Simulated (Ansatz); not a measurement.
**GaN: single-point calculation (part 2 of 2)**

The same run, continued: GaN (slab, 20 atoms in the cell); DFT PBE, scalar-relativistic, plane waves, PAW, no spin polarisation (Ansatz 0.2.0); cutoff 420 eV, 7×6×1 k-mesh, Gaussian smearing of 0.1 eV. The structure derives from an entry of the Crystallography Open Database. It belongs to a series of runs on one base structure; here: the substrate alone at its places in the stack.

Geometry of the input (Å; fractional positions):
```
5.2430  0.0000  0.0000
0.0000  5.5745  0.0000
0.0000  0.0000  28.7201
Ga 1.0081  0.8805  0.2706
Ga 0.5081  0.1455  0.2705
N  0.3566  0.8441  0.2626
N  0.8566  0.1818  0.2627
Ga 0.9826  0.3484  0.3174
Ga 0.4826  0.6777  0.3174
N  0.3588  0.3475  0.3186
N  0.8588  0.6786  0.3186
Ga 0.9844  0.8471  0.3756
Ga 0.4844  0.1794  0.3756
N  0.3609  0.8460  0.3749
N  0.8609  0.1804  0.3750
Ga 0.9837  0.3448  0.4317
Ga 0.4837  0.6822  0.4317
N  0.3569  0.3538  0.4308
N  0.8569  0.6732  0.4308
Ga 0.9862  0.8477  0.4846
Ga 0.4861  0.1798  0.4846
N  0.3499  0.8611  0.4839
N  0.8499  0.1665  0.4840
```

Output, continued:
```
  k-point 0: bands = ["-17.0300", "-16.7016", "-16.4891", "-16.3632", "-16.2967", "-16.2075", "-16.1977", "-16.1175", "-16.0345", "-16.0143", "-15.1143", "-15.0989", "-15.0654", "-15.0649", "-15.0615", "-14.9943", "-14.9895", "-14.9733", "-14.9662", "-14.9584", "-14.9383", "-14.9306", "-14.9223", "-14.9098", "-14.8980", "-14.8679", "-14.8510", "-14.8388", "-14.8185", "-14.8043", "-14.7851", "-14.7793", "-14.7467", "-14.7452", "-14.7201", "-14.7092", "-14.7028", "-14.6923", "-14.6496", "-14.6390", "-14.6209", "-14.6084", "-14.5990", "-14.5627", "-14.5508", "-14.5169", "-14.5100", "-14.4993", "-14.4893", "-14.4840", "-14.4746", "-14.3266", "-13.4228", "-13.2381", "-13.1717", "-12.9026", "-12.8649", "-12.7888", "-12.6519", "-12.3708", "-8.0789", "-7.4265", "-7.3832", "-6.7171", "-6.5797", "-6.4683", "-6.3921", "-6.0710", "-5.8578", "-5.2470", "-5.0099", "-4.7828", "-4.6433", "-4.4599", "-4.2169", "-3.9678", "-3.8045", "-3.7898", "-3.4711", "-3.1823", "-3.1338", "-2.9590", "-2.4767", "-2.2039", "-2.1675", "-2.0691", "-1.6295", "-1.5902", "-1.3910", "-1.2535", "-0.2010", "1.1345", "1.1653", "2.1431", "2.8702", "3.5538", "3.7110", "4.1285", "4.1439", "4.2212", "4.4365", "4.5191", "4.9387", "5.0524", "5.0533", "5.4264", "5.6701", "5.8675", "6.0617", "6.2226"]
  k-point 1: bands = ["-16.9795", "-16.6811", "-16.4950", "-16.3785", "-16.3002", "-16.2303", "-16.1814", "-16.1158", "-16.0362", "-16.0126", "-15.1144", "-15.0964", "-15.0673", "-15.0620", "-15.0527", "-14.9894", "-14.9865", "-14.9704", "-14.9666", "-14.9589", "-14.9381", "-14.9316", "-14.9199", "-14.9093", "-14.8938", "-14.8704", "-14.8388", "-14.8340", "-14.8137", "-14.8061", "-14.7858", "-14.7808", "-14.7472", "-14.7336", "-14.7241", "-14.7133", "-14.6968", "-14.6844", "-14.6493", "-14.6324", "-14.6161", "-14.6117", "-14.6017", "-14.5620", "-14.5451", "-14.5178", "-14.5113", "-14.5019", "-14.4901", "-14.4837", "-14.4716", "-14.2997", "-13.5753", "-13.3865", "-13.1693", "-13.1308", "-12.7769", "-12.6803", "-12.5631", "-12.3963", "-7.9921", "-7.3555", "-7.2805", "-6.9214", "-6.7673", "-6.3370", "-6.2799", "-5.8768", "-5.5487", "-5.4377", "-5.1399", "-5.0816", "-4.6567", "-4.5937", "-4.0731", "-3.8591", "-3.7466", "-3.4363", "-3.3989", "-3.2180", "-3.1202", "-2.8998", "-2.6004", "-2.5328", "-2.0731", "-1.9657", "-1.9151", "-1.5772", "-1.4163", "-1.3092", "0.2170", "1.1726", "1.3018", "2.2033", "2.8844", "3.6601", "3.8584", "4.1720", "4.2108", "4.3373", "4.4260", "4.5565", "4.8749", "4.9736", "5.0967", "5.2089", "5.2597", "5.7106", "5.7421", "6.1458"]
  k-point 2: bands = ["-16.8526", "-16.6333", "-16.5236", "-16.4289", "-16.3034", "-16.2525", "-16.1695", "-16.1129", "-16.0390", "-16.0099", "-15.1148", "-15.0919", "-15.0642", "-15.0578", "-15.0420", "-14.9847", "-14.9764", "-14.9682", "-14.9639", "-14.9566", "-14.9406", "-14.9327", "-14.9167", "-14.9070", "-14.8853", "-14.8714", "-14.8370", "-14.8164", "-14.8077", "-14.7929", "-14.7845", "-14.7807", "-14.7534", "-14.7326", "-14.7157", "-14.7047", "-14.6670", "-14.6607", "-14.6338", "-14.6282", "-14.6215", "-14.6077", "-14.6031", "-14.5607", "-14.5345", "-14.5201", "-14.5130", "-14.5000", "-14.4975", "-14.4883", "-14.4606", "-14.1850", "-14.0597", "-13.5652", "-13.3208", "-13.0057", "-12.7179", "-12.6781", "-12.5331", "-12.4410", "-7.7432", "-7.2699", "-7.1704", "-7.1029", "-7.0001", "-6.0693", "-5.9687", "-5.7994", "-5.5884", "-5.4798", "-5.2470", "-5.0193", "-4.7241", "-4.4525", "-4.2805", "-4.0169", "-3.6201", "-3.5398", "-3.2619", "-3.1732", "-2.8756", "-2.8096", "-2.7368", "-2.4211", "-2.3586", "-1.9635", "-1.8538", "-1.6127", "-1.4876", "-1.4139", "0.7354", "1.1692", "1.6826", "2.2608", "3.0156", "3.8083", "4.0566", "4.1371", "4.3157", "4.3792", "4.5840", "4.7271", "4.7653", "4.7833", "4.8858", "5.1100", "5.1541", "5.4718", "5.6369", "5.8518"]
  k-point 21: bands = ["-16.6685", "-16.5585", "-16.4830", "-16.4094", "-16.2361", "-16.2074", "-16.1724", "-16.1510", "-15.9869", "-15.9832", "-15.1339", "-15.1327", "-15.0568", "-15.0492", "-15.0476", "-15.0411", "-14.9727", "-14.9705", "-14.9597", "-14.9537", "-14.9191", "-14.9099", "-14.8904", "-14.8796", "-14.8631", "-14.8588", "-14.8265", "-14.8147", "-14.7968", "-14.7935", "-14.7841", "-14.7748", "-14.7650", "-14.7472", "-14.7215", "-14.7108", "-14.6788", "-14.6679", "-14.6641", "-14.6567", "-14.6087", "-14.6048", "-14.5640", "-14.5455", "-14.5302", "-14.5219", "-14.5085", "-14.5041", "-14.4942", "-14.4909", "-14.4411", "-14.1660", "-13.9753", "-13.6633", "-13.2952", "-13.1247", "-13.0656", "-12.9534", "-12.8820", "-12.8237", "-7.5615", "-7.3405", "-7.3012", "-7.1788", "-6.9426", "-6.6891", "-6.0554", "-5.8021", "-5.5823", "-4.7900", "-4.6726", "-4.4314", "-4.3071", "-4.0030", "-3.6746", "-3.5922", "-3.2833", "-3.2193", "-3.1506", "-3.0434", "-2.9589", "-2.8972", "-2.6613", "-2.6234", "-2.4880", "-2.3947", "-1.9250", "-1.8409", "-1.5762", "-1.4522", "0.9140", "0.9626", "2.1108", "2.1606", "3.3632", "3.5717", "3.8175", "3.8714", "3.9934", "4.2176", "4.5103", "4.7179", "4.8041", "4.9468", "5.1077", "5.3833", "5.4941", "5.5343", "6.0333", "6.0865"]
```

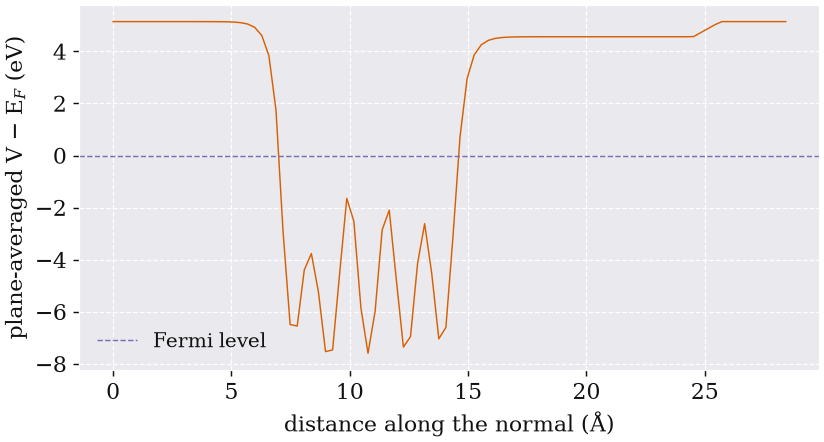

Fig. 1: Plane average of the electrostatic potential energy of an electron across the cell, from the Fermi level. The vacuum level lies 4.56 eV above the Fermi level on the upper side and 5.14 eV on the lower.

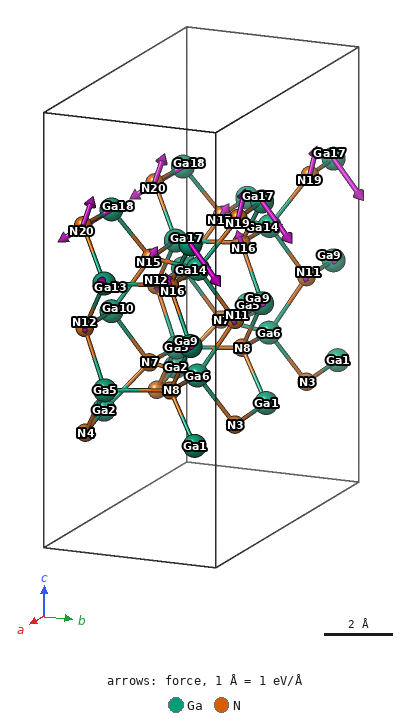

Fig. 2: Forces on the atoms as pink arrows (ball-and-stick view of the 2 × 1 repeat of the cell, with the vacuum cut short, seen slightly off an axis; atoms are numbered from 1 in the order of the input); the smallest are left out. The largest act on Ga18 (1.88 eV/Å); Ga17 (1.87 eV/Å); N19, N20 (1.00 eV/Å). The geometry is not a stationary point of this energy.

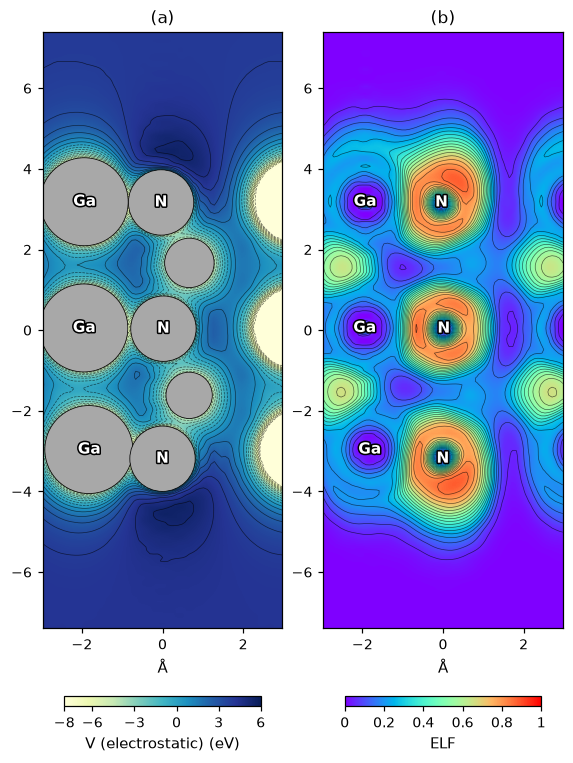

Fig. 3: (a) electrostatic potential (local pseudopotential plus Hartree) felt by an electron; (b) ELF on the (010) plane of the calculation cell, a cut from vacuum to vacuum. Grey discs, where drawn, cover atomic cores. Atoms in the plane: Ga and N. Ga–N (1.85 Å): the ELF is about 0.50 at the midpoint. Ga–N (1.91 Å): the ELF is about 0.50 at the midpoint. Ga–N (1.97 Å): the ELF is about 0.45 at the midpoint. Core electrons are frozen (PAW), so the fields are smoothed inside the atomic spheres.

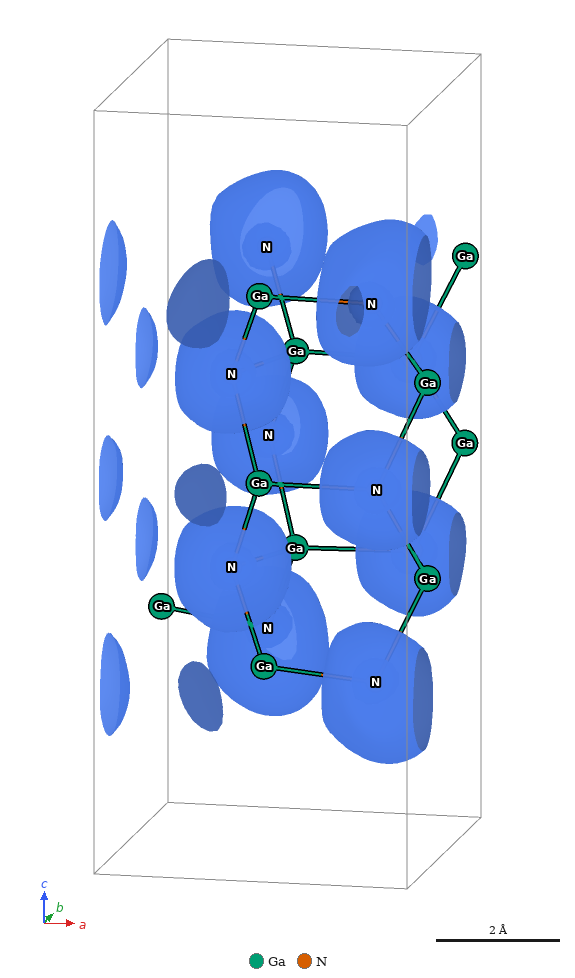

Fig. 4: Isosurface of the electron localisation function at 0.6 (blue), seen slightly off an axis. Core shells and regions of very low density are left out. Sticks mark near contacts. Values along the shortest contacts: Ga–N (1.85 Å): the ELF is about 0.50 at the midpoint. Ga–N (1.91 Å): the ELF is about 0.50 at the midpoint.
